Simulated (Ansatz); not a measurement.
## Geometry relaxation of SiO (part 2 of 2)

The same run, continued: SiO (Pnma, 8 atoms in the cell); DFT PBE, scalar-relativistic, plane waves, PAW, no spin polarisation (Ansatz 0.2.0); cutoff 420 eV, 6×12×8 k-mesh, Gaussian smearing of 0.02 eV. The structure was made by swapping elements on the sites of another compound; it need not be a known phase. It belongs to a series of runs on one base structure; here: GeS type (Pnma, No. 62).

Geometry of the input (Å; fractional positions):
```
7.4853  0.0000  0.0000
0.0000  2.9408  0.0000
0.0000  0.0000  4.3414
Si 0.1188  0.2500  0.1032
Si 0.8812  0.7500  0.8968
Si 0.3812  0.7500  0.6032
Si 0.6188  0.2500  0.3968
O  0.7721  0.2500  0.7051
O  0.2279  0.7500  0.2949
O  0.7279  0.7500  0.2051
O  0.2721  0.2500  0.7949
```

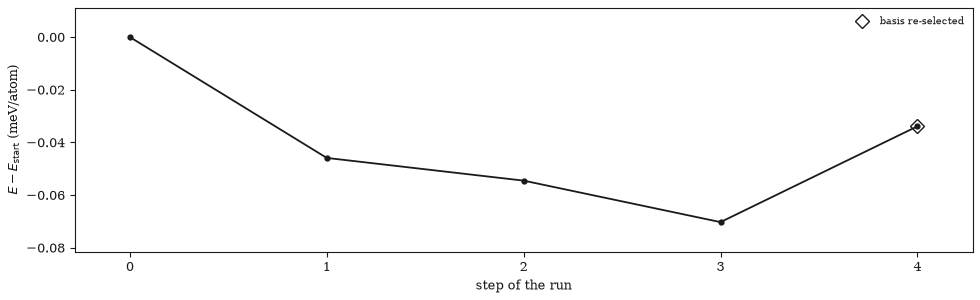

Progress of the relaxation, step by step (the first geometry is step 0 here and step 1 in the log). The largest moves relative to the cell, 0.005 Å, are those of Si1, Si2, Si3 and Si4. By element the largest moves are Si 0.005 Å, O 0.003 Å. Cell: a 7.485 → 7.477 Å (−0.1 %), b 2.941 → 2.942 Å (0.0 %), c stays at 4.341 Å. Volume −0.1 %. Distances before and after: Si1–Si2 2.476 → 2.470 Å. The space group stays Pnma (No. 62). After 3 geometry steps the energy has fallen by 0.1 meV per atom. The largest force component goes from 0.02 to 0.0057 eV/Å. The pressure goes from −0.07 to 0.00 GPa. A last SCF at the same geometry on a re-selected plane-wave basis shifts the energy by +0.0 meV per atom. (Atoms are counted from 1 in the order of the input.)

```
basis re-selected at this cell: Δ(F+E_penalty+E_count) = +2.914e-4 eV, ΔP = -0.006 GPa vs the last step (what re-selecting the basis moved, of the pressure what is left beyond the Pulay correction that the steps carried, after the strain that the cell walked since its last selection, with what the two solves' SCF thresholds leave and, on support functions, any second-order correction that the steps lacked; it is no measure of the basis error at this ecutwfc). The dense FFT grid was sized anew with the basis: this SCF ran on 50×20×30 points, the steps before it on 54×20×30, so part of this shift can come from that change (see relax.cell in the input reference). This SCF's stress stands 2.93e-2 GPa from its target on what of the cell is left free (relax.cell.stress_tol is 5.00e-2 GPa) and its largest allowed force component is 5.67e-3 eV/Å (relax.f_tol is 1.00e-2 eV/Å): within both
SCF converged after 5 iterations
Free energy (F): -4814.160667 eV
Harris-Foulkes:  -4814.160667 eV  (|F-HF|=1.64e-11)
Internal energy: -4814.160667 eV  (E = F + TS)
E sigma→0 (E₀):  -4814.160667 eV
Fermi energy:    9.980054 eV
--- Per-component energies (eV) ---
  E_band       = -23.697952
  E_kinetic    = 878.124268
  E_local      = -1803.733601  (includes V_loc(G=0)·N_el)
  E_nonlocal   = 289.945197
  E_hartree    = 666.625005
  E_xc         = -519.290431
  E_vxc        = -568.484027  (∫ρ·V_xc dr)
  E_paw        = -2682.910377  (= ΣΔE_a)
  E_vpaw       = -152.809806  (= ΣTr[D̂ρ^β])
  E_aug_tail   = 0.010043  (compensation charges beyond the density's cutoff)
  E_ewald      = -1642.930771
  E_smearing   = -0.000000  (= −TS)
  E_closure    = -0.000000  (closes the sum)
  Σ components = -4814.160667   (vs F -4814.160667, Δ=0.00e0)
--- Forces (eV/Å), atoms counted from 1 ---
  atom   1  Si     0.00502594     0.00000000    -0.00516728
  atom   2  Si    -0.00502594     0.00000000     0.00516728
  atom   3  Si    -0.00502594     0.00000000    -0.00516728
  atom   4  Si     0.00502594     0.00000000     0.00516728
  atom   5  O     -0.00299365     0.00000000    -0.00566956
  atom   6  O      0.00299365     0.00000000     0.00566956
  atom   7  O      0.00299365     0.00000000    -0.00566956
  atom   8  O     -0.00299365     0.00000000     0.00566956
  max |Σ_I F_I| component: 5.20e-18 eV/Å
--- Stress (GPa, compression-positive) ---
        0.029296       0.000000       0.000000
        0.000000      -0.016557       0.000000
        0.000000       0.000000       0.000933
  P = ⅓ Tr σ = 0.0046 GPa (0.046 kbar)
--- Band table (eV; the first three rows and the last of 140) ---
  k-point 0: bands = ["-13.8101", "-13.6359", "-11.7931", "-11.7535", "-3.9899", "-2.3071", "0.3754", "0.6843", "1.0530", "1.6909", "1.8144", "1.8830", "2.3580", "3.4471", "3.4692", "4.9710", "5.0685", "5.6663", "8.5622", "9.0315", "10.9151", "10.9592", "11.5211", "12.5577", "13.2367", "13.5184", "14.4181", "14.6489"]
  k-point 1: bands = ["-13.7492", "-13.5781", "-11.8942", "-11.8454", "-3.8599", "-2.1549", "-0.0440", "0.8178", "1.2184", "1.7466", "1.8679", "1.9165", "2.4325", "3.3646", "3.3943", "4.7092", "4.9338", "5.4601", "8.6187", "9.1492", "10.6627", "11.0729", "12.0646", "12.6402", "13.4344", "13.5009", "14.3662", "14.9585"]
  k-point 2: bands = ["-13.5710", "-13.4092", "-12.1660", "-12.0945", "-3.4944", "-1.7292", "-0.7592", "0.9625", "1.2046", "1.9088", "2.0235", "2.2909", "2.6486", "3.1395", "3.1869", "4.1366", "4.4999", "4.9373", "8.7441", "9.2671", "10.7441", "11.3791", "12.7110", "12.8706", "13.4225", "14.2050", "14.3414", "14.7626"]
  k-point 139: bands = ["-12.2452", "-12.2452", "-12.2452", "-12.2452", "-2.2946", "-2.2946", "-2.2946", "-2.2946", "1.2014", "1.2014", "1.2014", "1.2014", "3.8641", "3.8641", "3.8641", "3.8641", "5.6061", "5.6061", "5.6061", "5.6061", "11.5496", "11.5496", "11.5496", "11.5496", "13.8900", "13.8900", "13.8900", "13.8900"]
--- Relaxed structure (4 steps of the walk, 4 accepted, 1 SCFs on fresh bases) ---
  F+E_penalty+E_count = -4814.16066655 eV   max|allowed force component| = 5.670e-3 eV/Å   (the final SCF, on the basis selected at the relaxed cell)
  cell:  # Å, volume = 95.4801 Å³
    - [7.476533853359464, 0.0, 0.0]
    - [0.0, 2.9421436105849765, 0.0]
    - [0.0, 0.0, 4.340588711762044]
  atoms:
    - { symbol: Si, position: [0.11870698927705339, 0.25, 0.10216370817641363] }
    - { symbol: Si, position: [0.8812930107229467, 0.7500000000000001, 0.8978362918235865] }
    - { symbol: Si, position: [0.38129301072294663, 0.7500000000000001, 0.6021637081764135] }
    - { symbol: Si, position: [0.6187069892770534, 0.25, 0.3978362918235864] }
    - { symbol: O, position: [0.7724048863805032, 0.25, 0.7057803045331436] }
    - { symbol: O, position: [0.2275951136194968, 0.7500000000000001, 0.29421969546685633] }
    - { symbol: O, position: [0.7275951136194969, 0.7500000000000001, 0.2057803045331436] }
    - { symbol: O, position: [0.2724048863805033, 0.25, 0.7942196954668563] }
```

Trajectory as extended XYZ (Å, eV, eV/Å), 5 frames, from step=1 to step=5
```
8
Lattice="7.4853 0.0000 0.0000 0.0000 2.9408 0.0000 0.0000 0.0000 4.3414" Properties=species:S:1:pos:R:3:forces:R:3 step=1 energy=-4814.16040 pressure_GPa=-0.07
Si    0.8894    0.7352    0.4482   -0.0199   0.0000  -0.0182
Si    6.5959    2.2056    3.8932    0.0199   0.0000   0.0182
Si    2.8533    2.2056    2.6189    0.0199   0.0000  -0.0182
Si    4.6321    0.7352    1.7225   -0.0199   0.0000   0.0182
O     5.7798    0.7352    3.0613    0.0046   0.0000  -0.0015
O     1.7056    2.2056    1.2802   -0.0046   0.0000   0.0015
O     5.4482    2.2056    0.8906   -0.0046   0.0000  -0.0015
O     2.0371    0.7352    3.4509    0.0046   0.0000   0.0015
8
Lattice="7.4813 0.0000 0.0000 0.0000 2.9424 0.0000 0.0000 0.0000 4.3390" Properties=species:S:1:pos:R:3:forces:R:3 step=2 energy=-4814.16076 pressure_GPa=-0.04
Si    0.8883    0.7356    0.4463   -0.0049   0.0000  -0.0163
Si    6.5929    2.2068    3.8927    0.0049   0.0000   0.0163
Si    2.8523    2.2068    2.6159    0.0049   0.0000  -0.0163
Si    4.6290    0.7356    1.7232   -0.0049   0.0000   0.0163
O     5.7780    0.7356    3.0608   -0.0031   0.0000  -0.0082
O     1.7033    2.2068    1.2783    0.0031   0.0000   0.0082
O     5.4440    2.2068    0.8912    0.0031   0.0000  -0.0082
O     2.0373    0.7356    3.4478   -0.0031   0.0000   0.0082
8
Lattice="7.4795 0.0000 0.0000 0.0000 2.9426 0.0000 0.0000 0.0000 4.3397" Properties=species:S:1:pos:R:3:forces:R:3 step=3 energy=-4814.16083 pressure_GPa=-0.03
Si    0.8881    0.7356    0.4440   -0.0014   0.0000  -0.0109
Si    6.5914    2.2069    3.8957    0.0014   0.0000   0.0109
Si    2.8516    2.2069    2.6139    0.0014   0.0000  -0.0109
Si    4.6279    0.7356    1.7258   -0.0014   0.0000   0.0109
O     5.7773    0.7356    3.0629   -0.0085   0.0000  -0.0100
O     1.7023    2.2069    1.2768    0.0085   0.0000   0.0100
O     5.4420    2.2069    0.8930    0.0085   0.0000  -0.0100
O     2.0375    0.7356    3.4467   -0.0085   0.0000   0.0100
8
Lattice="7.4765 0.0000 0.0000 0.0000 2.9421 0.0000 0.0000 0.0000 4.3406" Properties=species:S:1:pos:R:3:forces:R:3 step=4 energy=-4814.16096 pressure_GPa=0.01
Si    0.8875    0.7355    0.4435    0.0050   0.0000  -0.0051
Si    6.5890    2.2066    3.8971   -0.0050   0.0000   0.0051
Si    2.8508    2.2066    2.6137   -0.0050   0.0000  -0.0051
Si    4.6258    0.7355    1.7268    0.0050   0.0000   0.0051
O     5.7749    0.7355    3.0635   -0.0030   0.0000  -0.0056
O     1.7016    2.2066    1.2771    0.0030   0.0000   0.0056
O     5.4399    2.2066    0.8932    0.0030   0.0000  -0.0056
O     2.0366    0.7355    3.4474   -0.0030   0.0000   0.0056
8
Lattice="7.4765 0.0000 0.0000 0.0000 2.9421 0.0000 0.0000 0.0000 4.3406" Properties=species:S:1:pos:R:3:forces:R:3 step=5 energy=-4814.16067 pressure_GPa=0.00
Si    0.8875    0.7355    0.4435    0.0050   0.0000  -0.0052
Si    6.5890    2.2066    3.8971   -0.0050   0.0000   0.0052
Si    2.8508    2.2066    2.6137   -0.0050   0.0000  -0.0052
Si    4.6258    0.7355    1.7268    0.0050   0.0000   0.0052
O     5.7749    0.7355    3.0635   -0.0030   0.0000  -0.0057
O     1.7016    2.2066    1.2771    0.0030   0.0000   0.0057
O     5.4399    2.2066    0.8932    0.0030   0.0000  -0.0057
O     2.0366    0.7355    3.4474   -0.0030   0.0000   0.0057
```

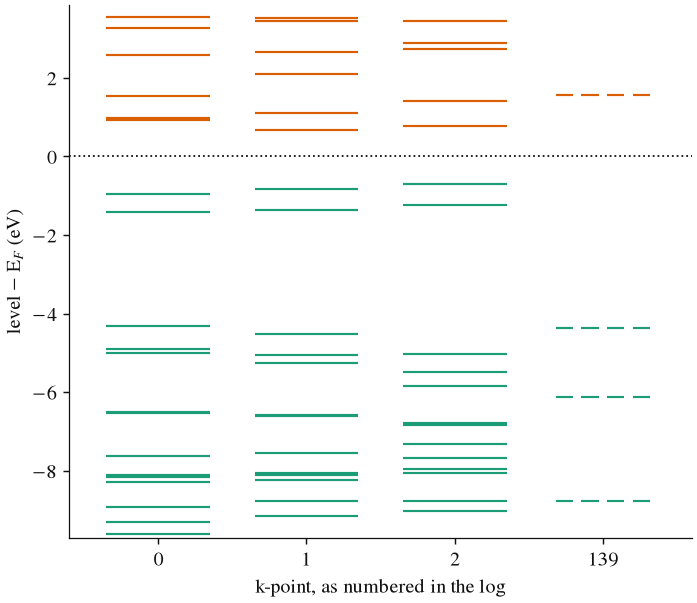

Kohn–Sham levels near the Fermi level (dotted) at the few k-points that the log prints; levels within 0.02 eV of each other stand side by side. Among these points the highest filled and lowest empty levels are 1.40 eV apart; the gap on the full mesh, 0.33 eV, has an edge at a point that isn't printed.
